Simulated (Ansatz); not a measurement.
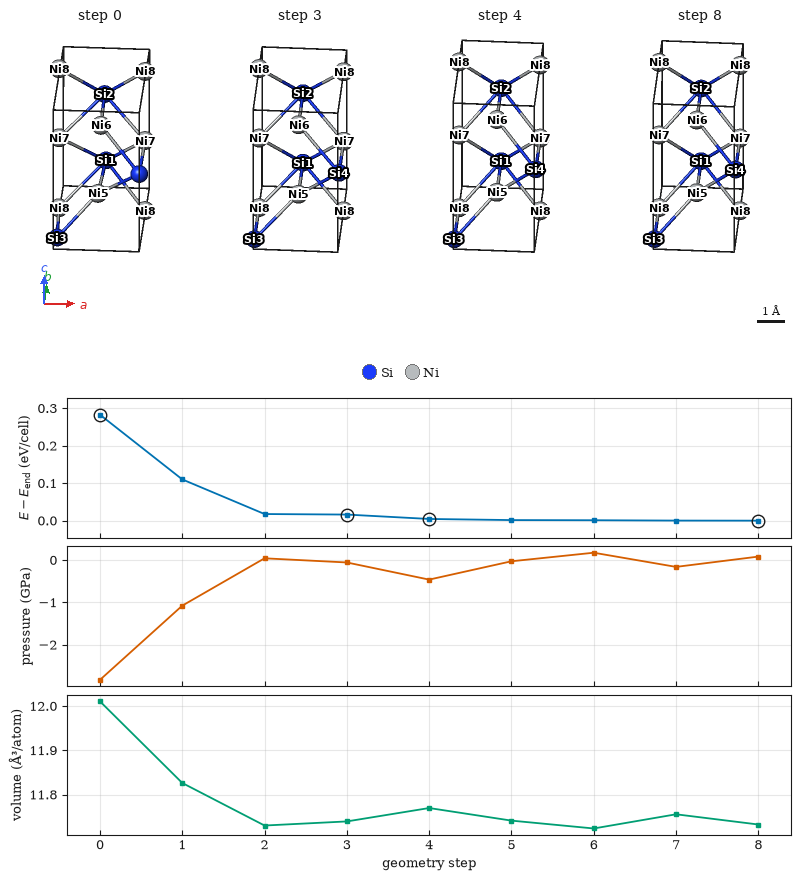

Frames of a relaxation of crystalline SiNi (set up in P1) (coarse preliminary run), marked on the history of the run. The picture is a ball-and-stick view of the cell of the calculation, seen from a free direction.

Computed with DFT PBE, scalar-relativistic, plane waves, PAW in Ansatz.

Input file:
```yaml
crystal:
  lattice:
    - [0.0024577694, 3.283527988, 0.0321069103]
    - [-0.008018291, 0.0460038888, 4.736963935]
    - [6.178187491, 0.0045157072, -0.0102818299]
  atoms:
    - { symbol: Si, position: [0.5141943738, 0.8493620656, 0.2612598966] }
    - { symbol: Si, position: [0.496841009, 0.8510124151, 0.7373212922] }
    - { symbol: Si, position: [1.0311619649, 0.152277881, 0.0140964814] }
    - { symbol: Si, position: [0.9830345913, 0.1537862088, 0.4887753642] }
    - { symbol: Ni, position: [0.4806777924, 0.3419179421, 0.2539535945] }
    - { symbol: Ni, position: [0.5141511073, 0.3353715498, 0.7468925703] }
    - { symbol: Ni, position: [-0.0088139923, 0.6523278923, 0.5033016395] }
    - { symbol: Ni, position: [-0.0112468464, 0.6639440453, -0.0056008387] }
basis:
  ecutwfc: 420
kpoints:
  mp_grid: { grid: [6, 6, 4] }
hamiltonian:
  xc: pbe
scf:
  occupations: { method: gaussian, width: 0.2 }
  lower_state_search: "off"
output:
  forces: true
  stress: true
  eigenvalues: true
relax:
  adjacent_minimum: "off"
  f_tol: 0.025
  max_steps: 60
  cell: { stress_tol: 0.25 }
```

Command:
```bash
ansatz run input.yaml --threads 1 --pin off --max-ram 2560MiB --backend cpu --events-out ev --progress --plain --runs-dir out
```

Describe the path.

The run was cut off at its time limit before the program reported convergence, but its last step already meets the force threshold: the largest component is 0.016 eV/Å against 0.025 eV/Å. The pressure is within 0.08 GPa of its target. The energy falls by 0.283 eV per cell of the calculation in 8 geometry steps. Largest force component: 0.85 eV/Å at the start, 0.016 eV/Å at the end. The pressure goes from −2.83 to 0.08 GPa. The largest move relative to the cell is that of Si3, 0.13 Å roughly along [−2 0 −1]. By element the largest moves are Si 0.13 Å, Ni 0.07 Å. The drawn cell changes as follows: a 3.284 → 3.099 Å (−5.6 %), b 4.737 → 4.699 Å (−0.8 %), c 6.178 → 6.445 Å (+4.3 %), α 90.2° → 90.0°, γ 88.9° → 90.0°; the volume changes by −2.3 %. Near-neighbour distances that change, for instance: Si1–Ni8 2.554 → 2.401 Å, Si1–Si4 2.550 → 2.676 Å, Si4–Ni6 2.526 → 2.401 Å, Si3–Ni5 2.287 → 2.401 Å. Among the angles between lasting bonds that change: Si1–Ni7–Si2 74.1° → 84.3°, Si3–Ni8–Si3 171.1° → 180.0°, Si4–Ni5–Si4 87.8° → 80.4°. The space group (tolerance 0.01 Å) goes from P1 (No. 1) to Pmmn (No. 59). The run took 8.9 min on 1 thread of Intel(R) Xeon(R) Platinum 8175M CPU @ 2.50GHz (Skylake/Cascade Lake), with other jobs on the host, peak memory 0.6 GiB. From step 0 to 3: Si3 moves most (0.13 Å), volume −2.3 %, energy −0.267 eV per cell of the calculation. From step 3 to 4: volume +0.3 %, energy −11.7 meV per cell of the calculation. From step 4 to 8: volume −0.3 %, energy −4.5 meV per cell of the calculation.

```
step  E − E(0), meV/atom  largest force component, eV/Å  pressure, GPa  volume, Å³/atom
   0                0.00                         0.8469          -2.83           12.011
   1              -21.59                         0.4570          -1.08           11.826
   2              -33.14                         0.0243           0.04           11.730
   3              -33.32                         0.0043          -0.06           11.739
   4              -34.78                         0.1122          -0.46           11.770
   5              -35.16                         0.0297          -0.03           11.741
   6              -35.21                         0.0255           0.17           11.724
   7              -35.33                         0.0237          -0.16           11.756
   8              -35.35                         0.0163           0.08           11.733
```

Limits of the set-up: an element that often carries a moment was run without spin polarisation.
